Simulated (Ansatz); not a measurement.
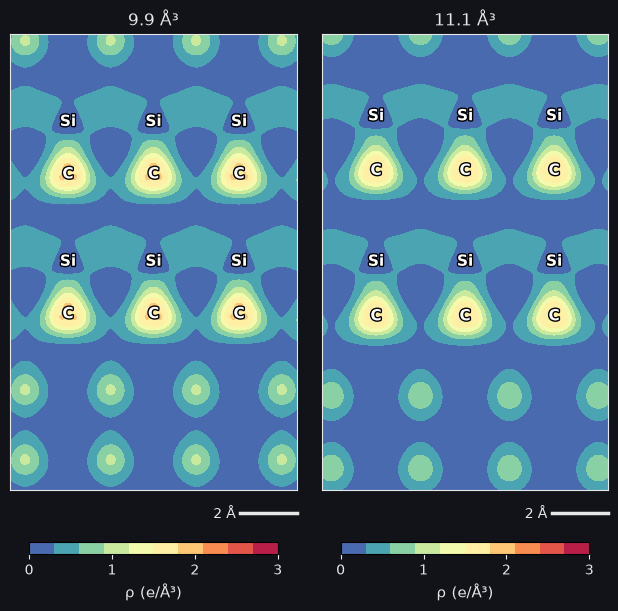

SiC. The valence pseudo-density of cells scaled evenly to different volumes (given per atom above each panel), on the (010) plane of each (indices in the axes of the cell below), at one length scale and on one colour scale.

Method: Kohn-Sham DFT of a periodic cell, r2SCAN with D3(BJ), Ansatz PAW (Ansatz).

In a PAW calculation such maps are meaningful between the atoms, not at the nuclei.

The largest cell:

```xyz
12
Lattice="3.1557 0.0000 0.0000 -1.5779 2.7329 0.0000 0.0000 0.0000 15.4675" Properties=species:S:1:pos:R:3 pbc="T T T"
Si    1.5779    0.9110    7.0888
Si    0.0000    1.8220   14.8225
Si    1.5779    0.9110   12.2456
Si    0.0000    1.8220    4.5119
Si    0.0000    0.0000    9.6672
Si    0.0000    0.0000    1.9334
C     1.5779    0.9110    5.1553
C     0.0000    1.8220   12.8891
C     1.5779    0.9110   10.3122
C     0.0000    1.8220    2.5784
C     0.0000    0.0000    7.7338
C     0.0000    0.0000    0.0000
```

| volume (Å³/atom) | Si–C contact in the plane (Å) | ρ at its midpoint (e/Å³) | pressure (GPa) | gap on the mesh (eV) | 
| --- | --- | --- | --- | --- |
| 9.86 | 1.858 | 0.937 | 9.3 | 2.38 | 
| 10.49 | 1.896 | ? | ? | ? | 
| 11.12 | 1.933 | 0.840 | −16.3 | 2.38 | 

What values belong in the row with question marks?

Over the known rows ln ρ falls by 1.46 per Å of Si–C distance (the line through the two), which gives 0.887 e/Å³ at 1.896 Å; the calculation gives 0.886 e/Å³. For the pressure, a straight line in volume between the neighbouring rows gives −3.5 GPa; the calculation gives −5.4, lower because pressure rises ever faster on compression. For the gap on the mesh, a straight line in volume between the neighbouring rows gives 2.38 eV; the calculation gives 2.38.
